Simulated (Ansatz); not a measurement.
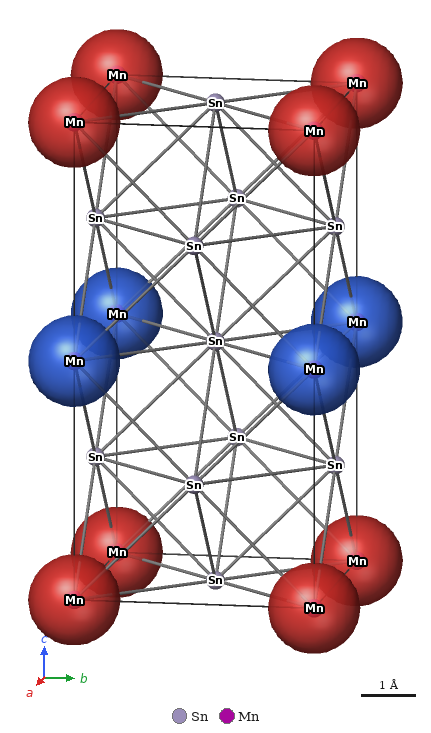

MnSn₃. Isosurfaces of the magnetisation density (up minus down) at +0.3 (red) and −0.3 e/Å³ (blue), seen slightly off an axis. Sticks mark near contacts.

Space group Pm-3m; started from the Cu3Au (L1_2) prototype, which need not be the ambient phase; spin-polarised.

Theory: Ansatz 0.2.0, DFT PBEsol, scalar-relativistic, plane waves, PAW.

```yaml
crystal:
  lattice:
    - [4.51425, 0.00000, 0.00000]
    - [0.00000, 4.51425, 0.00000]
    - [0.00000, 0.00000, 9.02851]
  atoms:
    - { symbol: Sn, position: [0.00000, 0.50000, 0.25000] }
    - { symbol: Sn, position: [0.50000, 0.00000, 0.25000] }
    - { symbol: Sn, position: [0.50000, 0.50000, 0.00000] }
    - { symbol: Mn, position: [0.00000, 0.00000, 0.00000] }
    - { symbol: Sn, position: [0.00000, 0.50000, 0.75000] }
    - { symbol: Sn, position: [0.50000, 0.00000, 0.75000] }
    - { symbol: Sn, position: [0.50000, 0.50000, 0.50000] }
    - { symbol: Mn, position: [0.00000, 0.00000, 0.50000] }
```

**Which atoms carry the moments, and with what signs?**

The spin density sits on Mn: +4.1 μB and −4.1 μB in one cell of 8 atoms: antiferromagnetic in this solution, which needn't be the ground state, with some nearest magnetic neighbours parallel and some opposed. The cell of the calculation (8 atoms) carries 0.0 μB of net spin moment.
